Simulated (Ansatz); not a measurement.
**Ti₅Si: geometry relaxation (part 2 of 2)**

Ti₅Si (R32, 6 atoms in the cell); DFT PBE, scalar-relativistic, plane waves, PAW, no spin polarisation (Ansatz 0.2.0); cutoff 420 eV, 12×12×12 k-mesh, Fermi–Dirac smearing of 0.15 eV. The structure derives from a Materials Project entry. It belongs to a series of runs on one base structure; here: cell and atoms relaxed tightly for response.

Geometry of the input (Å; fractional positions):
```
2.5242  1.4574  4.4384
-2.5242  1.4574  4.4384
0.0000  -2.9147  4.4384
Ti 0.1514  0.1514  0.1514
Ti 0.6046  0.3954  0.0000
Ti -0.0000  0.6046  0.3954
Ti 0.8486  0.8486  0.8486
Ti 0.3954  0.0000  0.6046
Si 0.5000  0.5000  0.5000
```

## Log, continued
```
SCF iter   1: F=—  HF=-13136.128770 eV  |F-HF|=—  |Δ(HF+E_count)|=         —  Δρ=1.21e-5  dr2=3.97e-9  ethr=5.31e-7  ⟨swp⟩=3.2  Hψ=47511  notcnv=0
eigensolver tolerance schedule: the retry pair's looser diagonalisation over-reported the residual by 85615.05 of it (diagonalisation noise at an unbounded share of the residual, at the tolerance the schedule requests for it); recorded, not acted on — ethr = c·dr2/N_el stays at c = 1.0e-1
SCF iter   2: F=—  HF=-13136.128792 eV  |F-HF|=—  |Δ(HF+E_count)|=   2.19e-5  Δρ=6.16e-6  dr2=1.04e-9  ethr=6.21e-12  ⟨swp⟩=3.3  Hψ=19755  notcnv=0
SCF iter   3: F=—  HF=-13136.128792 eV  |F-HF|=—  |Δ(HF+E_count)|=   8.38e-8  Δρ=1.35e-6  dr2=5.40e-11  ethr=1.62e-12  ⟨swp⟩=1.5  Hψ=8982  notcnv=0
iter 4 did not close the SCF: its close was put off for the readings that it lacked (scf_convergence_deferred on its scf_iter line)
SCF iter   4: F=-13136.128792 eV  HF=-13136.128792 eV  |F-HF|=0.00e0  |Δ(HF+E_count)|=   4.19e-9  Δρ=5.21e-8  dr2=1.45e-12  ethr=1.00e-12  ⟨swp⟩=1.0  Hψ=7560  notcnv=0
iter 5 did not close the SCF: its close was put off for the readings that it lacked (scf_convergence_deferred on its scf_iter line)
SCF iter   5: F=-13136.128792 eV  HF=-13136.128792 eV  |F-HF|=1.82e-12  |Δ(HF+E_count)|=  5.46e-12  Δρ=1.85e-8  dr2=2.27e-13  ethr=1.00e-12  ⟨swp⟩=1.0  Hψ=7560  notcnv=0
iter 6 did not close the SCF: its close was put off for the readings that it lacked (scf_convergence_deferred on its scf_iter line)
SCF iter   6: F=-13136.128792 eV  HF=-13136.128792 eV  |F-HF|=0.00e0  |Δ(HF+E_count)|=  5.46e-12  Δρ=5.33e-9  dr2=1.77e-14  ethr=1.00e-12  ⟨swp⟩=1.0  Hψ=7560  notcnv=0
iter 7 did not close the SCF: its close was put off for the readings that it lacked (scf_convergence_deferred on its scf_iter line)
SCF iter   7: F=-13136.128792 eV  HF=-13136.128792 eV  |F-HF|=3.64e-12  |Δ(HF+E_count)|=  3.64e-12  Δρ=1.30e-9  dr2=1.37e-15  ethr=1.00e-12  ⟨swp⟩=1.0  Hψ=7560  notcnv=0
SCF iter   8: F=-13136.128792 eV  HF=-13136.128792 eV  |F-HF|=0.00e0  |Δ(HF+E_count)|=  1.82e-12  Δρ=4.53e-10  dr2=2.18e-16  ethr=1.00e-12  ⟨swp⟩=1.8  Hψ=16866  notcnv=0
SCF 7 converged in 8 iterations: F = -13136.128792 eV  dr2 = 2.18e-16
relax step   7: F+E_penalty+E_count = -13136.12879162 eV  Δ(F+E_penalty+E_count) = -1.985e-5 eV  max|allowed force component| = 6.020e-5 eV/Å  Δτ_max = 0.0000 Å  P = -0.000 GPa  Ω = 98.143 Å³  stress off target by 3.22e-4 GPa  SCF on the basis re-selected at this cell (its energy is not comparable with the rows above)  (8 SCF iters)
```

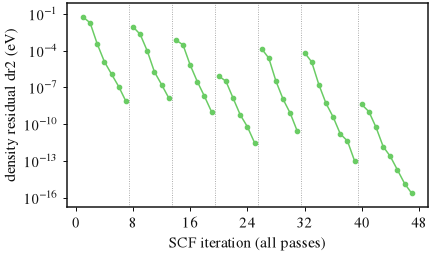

Figure 1. Convergence of the self-consistent field: density residual dr2 against the SCF iteration. The dotted lines part the SCF passes of the relaxation: geometry steps, rejected trials and re-solves on a re-selected basis. The 7 passes take 6 to 8 iterations each, 47 in all.

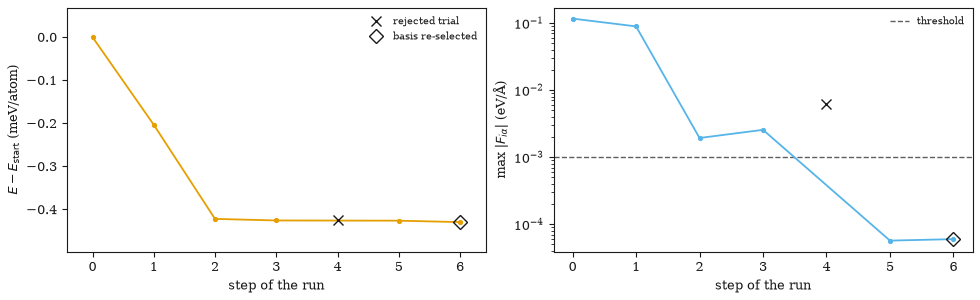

Figure 2. Progress of the relaxation, step by step (the first geometry is step 0 here and step 1 in the log).

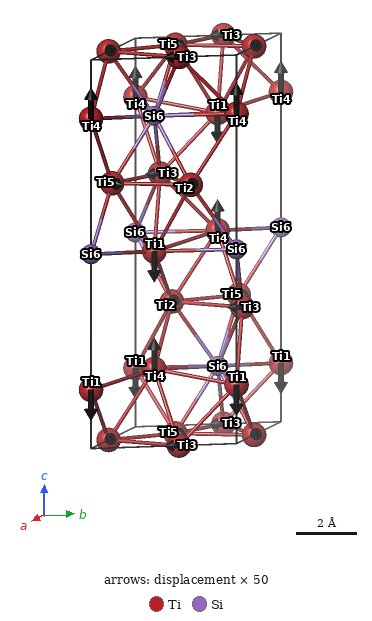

Figure 3. The starting structure with the displacements as black arrows, magnified 50 times (ball-and-stick view of the cell 3 times as large as that of the calculation, set on its symmetry axes, seen slightly off an axis). Over 5 geometry steps the energy falls by 0.4 meV per atom. Largest force component: 0.12 eV/Å at the start, under 0.0001 eV/Å at the end. Pressure: 0.24 GPa at the start and 0.00 GPa at the end. The line search rejected the trial step at point 4 (counted from 0) and went back. The largest moves relative to the cell, 0.022 Å, are those of Ti1 and Ti4. Si stays in place. The volume changes by +0.2 %, with a = b 5.048 → 5.054 Å (+0.1 %), c 13.315 → 13.308 Å (0.0 %). Among the contacts that change: Ti1–Ti2 2.876 → 2.893 Å, Ti1–Ti4 2.943 → 2.953 Å, Ti1–Si6 2.922 → 2.927 Å. The space group stays R32 (No. 155). A last SCF at the same geometry on a re-selected plane-wave basis shifts the energy by next to nothing (0.0 meV per atom). (Atoms are counted from 1 in the order of the input.)

```
basis re-selected at this cell: Δ(F+E_penalty+E_count) = -1.985e-5 eV, ΔP = -0.000 GPa vs the last step (what re-selecting the basis moved, of the pressure what is left beyond the Pulay correction that the steps carried, after the strain that the cell walked since its last selection, with what the two solves' SCF thresholds leave and, on support functions, any second-order correction that the steps lacked; it is no measure of the basis error at this ecutwfc). This SCF's stress stands 3.22e-4 GPa from its target on what of the cell is left free (relax.cell.stress_tol is 1.00e-2 GPa) and its largest allowed force component is 6.02e-5 eV/Å (relax.f_tol is 1.00e-3 eV/Å): within both
SCF converged after 8 iterations
Free energy (F): -13136.128792 eV
Harris-Foulkes:  -13136.128792 eV  (|F-HF|=0.00e0)
Internal energy: -13135.674524 eV  (E = F + TS)
E sigma→0 (E₀):  -13135.901658 eV
Entropy (-TS):   -0.454267 eV (-75.711 meV/atom)
Fermi energy:    13.286939 eV
--- Per-component energies (eV) ---
  E_band       = -755.079378
  E_kinetic    = 1407.738556
  E_local      = -4332.469116  (includes V_loc(G=0)·N_el)
  E_nonlocal   = 66.296279
  E_hartree    = 1810.837887
  E_xc         = -544.865047
  E_vxc        = -659.701833  (∫ρ·V_xc dr)
  E_paw        = -5751.799190  (= ΣΔE_a)
  E_vpaw       = -858.619649  (= ΣTr[D̂ρ^β])
  E_aug_tail   = 0.000611  (compensation charges beyond the density's cutoff)
  E_ewald      = -5791.414503
  E_smearing   = -0.454267  (= −TS)
  E_closure    = 0.000000  (closes the sum)
  Σ components = -13136.128792   (vs F -13136.128792, Δ=0.00e0)
--- Forces (eV/Å), atoms counted from 1 ---
  atom   1  Ti     0.00000000    -0.00000000    -0.00000924
  atom   2  Ti    -0.00006020     0.00000000    -0.00000000
  atom   3  Ti     0.00003010    -0.00005213     0.00000000
  atom   4  Ti     0.00000000    -0.00000000     0.00000924
  atom   5  Ti     0.00003010     0.00005213    -0.00000000
  atom   6  Si    -0.00000000    -0.00000000    -0.00000000
  max |Σ_I F_I| component: 1.30e-16 eV/Å
--- Stress (GPa, compression-positive) ---
        0.000014      -0.000000       0.000000
       -0.000000       0.000014      -0.000000
        0.000000      -0.000000      -0.000322
  P = ⅓ Tr σ = -0.0001 GPa (-0.001 kbar)
--- Band table (eV; the first three rows and the last of 189) ---
  k-point 0: bands = ["-43.4386", "-43.3683", "-43.2212", "-43.0842", "-43.0842", "-19.9413", "-19.8461", "-19.8014", "-19.8014", "-19.7437", "-19.7248", "-19.7248", "-19.5371", "-19.5371", "-19.3337", "-19.3337", "-19.2889", "-19.2828", "-19.0318", "-19.0318", "4.3367", "9.6523", "10.6242", "10.6242", "11.5114", "11.5180", "12.1919", "12.1919", "12.4013", "12.4013", "12.5128", "13.2034", "13.2293", "13.2293", "14.3330", "14.3330", "14.7569", "14.7815", "15.0441", "15.0441"]
  k-point 1: bands = ["-43.4372", "-43.3691", "-43.2196", "-43.0865", "-43.0842", "-19.9391", "-19.8464", "-19.8086", "-19.7971", "-19.7674", "-19.7094", "-19.6938", "-19.5395", "-19.5318", "-19.3471", "-19.3325", "-19.2922", "-19.2804", "-19.0415", "-19.0347", "4.3833", "9.5862", "10.5679", "10.6495", "11.3898", "11.6934", "12.0732", "12.1548", "12.3063", "12.4392", "12.5853", "13.2076", "13.2440", "13.3115", "14.2789", "14.3552", "14.7699", "14.8316", "14.9491", "15.0375"]
  k-point 2: bands = ["-43.4330", "-43.3715", "-43.2150", "-43.0932", "-43.0842", "-19.9339", "-19.8443", "-19.8182", "-19.7963", "-19.7821", "-19.6726", "-19.6524", "-19.5452", "-19.5183", "-19.3718", "-19.3386", "-19.2951", "-19.2846", "-19.0689", "-19.0423", "4.5160", "9.3849", "10.5837", "10.6552", "11.1875", "11.7518", "12.0313", "12.0821", "12.1729", "12.4668", "12.6966", "13.1539", "13.3843", "13.4414", "14.2153", "14.3883", "14.6778", "14.7927", "15.0200", "15.0616"]
  k-point 188: bands = ["-43.4193", "-43.3692", "-43.2402", "-43.0843", "-43.0843", "-19.9182", "-19.8499", "-19.8499", "-19.7285", "-19.6362", "-19.6362", "-19.6327", "-19.5580", "-19.5580", "-19.4998", "-19.3446", "-19.3446", "-19.3393", "-19.0383", "-19.0383", "5.2789", "8.2951", "10.0342", "10.0342", "11.2643", "11.4979", "11.8755", "11.8755", "12.4835", "12.7230", "12.7230", "13.1020", "13.5085", "13.5085", "14.1944", "14.5927", "14.5927", "14.9089", "14.9089", "14.9782"]
--- Relaxed structure (6 steps of the walk, 5 accepted, 1 SCFs on fresh bases) ---
  F+E_penalty+E_count = -13136.12879162 eV   max|allowed force component| = 6.020e-5 eV/Å   (the final SCF, on the basis selected at the relaxed cell)
  cell:  # Å, volume = 98.1425 Å³
    - [2.5271464075404526, 1.459048658675076, 4.436144650028432]
    - [-2.5271464075404526, 1.459048658675076, 4.436144650028432]
    - [5.122884549006394e-35, -2.918097317350152, 4.436144650028432]
  atoms:
    - { symbol: Ti, position: [0.14974023144290224, 0.14974023144290224, 0.14974023144290224] }
    - { symbol: Ti, position: [0.6024811804111743, 0.3975188195888259, 0.0] }
    - { symbol: Ti, position: [5.551115123125783e-17, 0.6024811804111743, 0.39751881958882584] }
    - { symbol: Ti, position: [0.8502597685570977, 0.8502597685570977, 0.8502597685570977] }
    - { symbol: Ti, position: [0.3975188195888259, -1.1102230246251565e-16, 0.6024811804111743] }
    - { symbol: Si, position: [0.5, 0.5, 0.5] }
```

## Trajectory as extended XYZ (Å, eV, eV/Å), 7 frames, from step=1 to step=7
```
6
Lattice="2.5242 1.4574 4.4384 -2.5242 1.4574 4.4384 0.0000 -2.9147 4.4384" Properties=species:S:1:pos:R:3:forces:R:3 step=1 energy=-13136.12622 pressure_GPa=0.24
Ti    0.0000    0.0000    2.0154    0.0000   0.0000  -0.1164
Ti    0.5278    1.4574    4.4384    0.0003   0.0000   0.0000
Ti   -1.5260   -0.2716    4.4384   -0.0001   0.0002   0.0000
Ti    0.0000    0.0000   11.2997    0.0000   0.0000   0.1164
Ti    0.9982   -1.1858    4.4384   -0.0001  -0.0002   0.0000
Si    0.0000    0.0000    6.6575    0.0000   0.0000   0.0000
6
Lattice="2.5288 1.4600 4.4423 -2.5288 1.4600 4.4423 0.0000 -2.9200 4.4423" Properties=species:S:1:pos:R:3:forces:R:3 step=2 energy=-13136.12744 pressure_GPa=-0.38
Ti    0.0000    0.0000    1.9855    0.0000   0.0000   0.0891
Ti    0.5190    1.4600    4.4423   -0.0433   0.0000   0.0000
Ti   -1.5239   -0.2806    4.4423    0.0216  -0.0375   0.0000
Ti    0.0000    0.0000   11.3415    0.0000   0.0000  -0.0891
Ti    1.0049   -1.1794    4.4423    0.0216   0.0375   0.0000
Si    0.0000    0.0000    6.6635    0.0000   0.0000   0.0000
6
Lattice="2.5280 1.4595 4.4361 -2.5280 1.4595 4.4361 0.0000 -2.9190 4.4361" Properties=species:S:1:pos:R:3:forces:R:3 step=3 energy=-13136.12875 pressure_GPa=-0.07
Ti    0.0000    0.0000    1.9930    0.0000   0.0000  -0.0019
Ti    0.5181    1.4595    4.4361   -0.0002   0.0000   0.0000
Ti   -1.5231   -0.2810    4.4361    0.0001  -0.0002   0.0000
Ti    0.0000    0.0000   11.3152    0.0000   0.0000   0.0019
Ti    1.0049   -1.1785    4.4361    0.0001   0.0002   0.0000
Si    0.0000    0.0000    6.6541    0.0000   0.0000   0.0000
6
Lattice="2.5273 1.4591 4.4359 -2.5273 1.4591 4.4359 0.0000 -2.9182 4.4359" Properties=species:S:1:pos:R:3:forces:R:3 step=4 energy=-13136.12877 pressure_GPa=-0.00
Ti    0.0000    0.0000    1.9930    0.0000   0.0000  -0.0002
Ti    0.5184    1.4591    4.4359   -0.0026   0.0000   0.0000
Ti   -1.5228   -0.2806    4.4359    0.0013  -0.0022   0.0000
Ti    0.0000    0.0000   11.3148    0.0000   0.0000   0.0002
Ti    1.0044   -1.1785    4.4359    0.0013   0.0022   0.0000
Si    0.0000    0.0000    6.6539    0.0000   0.0000   0.0000
6
Lattice="2.5273 1.4591 4.4358 -2.5273 1.4591 4.4358 0.0000 -2.9183 4.4358" Properties=species:S:1:pos:R:3:forces:R:3 step=5 energy=-13136.12876 pressure_GPa=0.00 accepted=F
Ti    0.0000    0.0000    1.9918    0.0000   0.0000  -0.0002
Ti    0.5168    1.4591    4.4358    0.0062   0.0000   0.0000
Ti   -1.5220   -0.2820    4.4358   -0.0031   0.0054   0.0000
Ti    0.0000    0.0000   11.3155    0.0000   0.0000   0.0002
Ti    1.0053   -1.1771    4.4358   -0.0031  -0.0054   0.0000
Si    0.0000    0.0000    6.6537    0.0000   0.0000   0.0000
6
Lattice="2.5271 1.4590 4.4361 -2.5271 1.4590 4.4361 0.0000 -2.9181 4.4361" Properties=species:S:1:pos:R:3:forces:R:3 step=6 energy=-13136.12877 pressure_GPa=0.00
Ti    0.0000    0.0000    1.9928    0.0000   0.0000   0.0000
Ti    0.5180    1.4590    4.4361   -0.0001   0.0000   0.0000
Ti   -1.5226   -0.2809    4.4361    0.0000   0.0000   0.0000
Ti    0.0000    0.0000   11.3156    0.0000   0.0000   0.0000
Ti    1.0046   -1.1781    4.4361    0.0000   0.0000   0.0000
Si    0.0000    0.0000    6.6542    0.0000   0.0000   0.0000
6
Lattice="2.5271 1.4590 4.4361 -2.5271 1.4590 4.4361 0.0000 -2.9181 4.4361" Properties=species:S:1:pos:R:3:forces:R:3 step=7 energy=-13136.12879 pressure_GPa=-0.00
Ti    0.0000    0.0000    1.9928    0.0000   0.0000   0.0000
Ti    0.5180    1.4590    4.4361   -0.0001   0.0000   0.0000
Ti   -1.5226   -0.2809    4.4361    0.0000  -0.0001   0.0000
Ti    0.0000    0.0000   11.3156    0.0000   0.0000   0.0000
Ti    1.0046   -1.1781    4.4361    0.0000   0.0001   0.0000
Si    0.0000    0.0000    6.6542    0.0000   0.0000   0.0000
```

## Key numbers

```tsv
quantity	value
outcome	converged
space group (tolerance 0.01 Å)	R32 (155)
electrons treated	64
free energy	−13136.1288 eV
Fermi energy	13.287 eV
gap on the k-point mesh	none (metallic)
pressure	0.00 GPa
final volume	98.14 Å³
largest force (length of the vector) at the end	under 0.001 eV/Å
final cell	a = 5.310 Å, b = 5.310 Å, c = 5.310 Å, α = 56.84°, β = 56.84°, γ = 56.84°
wall time	5.2 min (CPU time 10 min)
peak memory	0.8 GiB
```

Results for this metal are sensitive to the k-point mesh.
